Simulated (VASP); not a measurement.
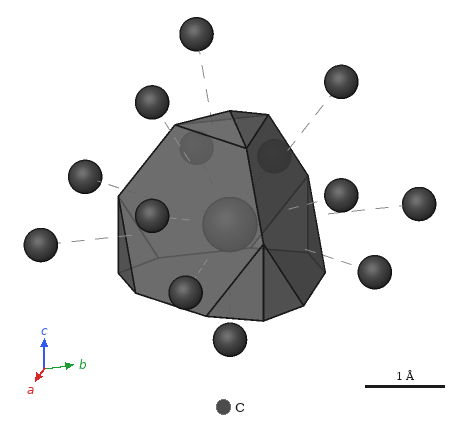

Voronoi–Dirichlet polyhedron, computed geometrically; every face belongs to one neighbour and no atomic radii are used. Central atom: C1 (4f) in C; faces take the colour of the neighbour behind them. Origin: coordinates from a relaxation with VASP Kohn-Sham DFT of a periodic cell, PBE with D3(BJ), VASP PAW PBE potentials, recommended (VASP 6.6.1).

C, space group P6_3/mmc (No. 194), a = 2.508 Å, b = 2.508 Å, c = 8.270 Å, α = 90.00°, β = 90.00°, γ = 120.00°

```csv
site,Wyckoff,x,y,z
C1,4f,0.6667,0.3333,0.8444
C2,4e,0.0000,0.0000,0.9070
```

**Which neighbours share a face with the central atom?**

13 C (100 % of the solid angle).

**What is the volume of this Voronoi cell?**

5.7 Å³, against a mean of 5.6 Å³ per atom in this structure.
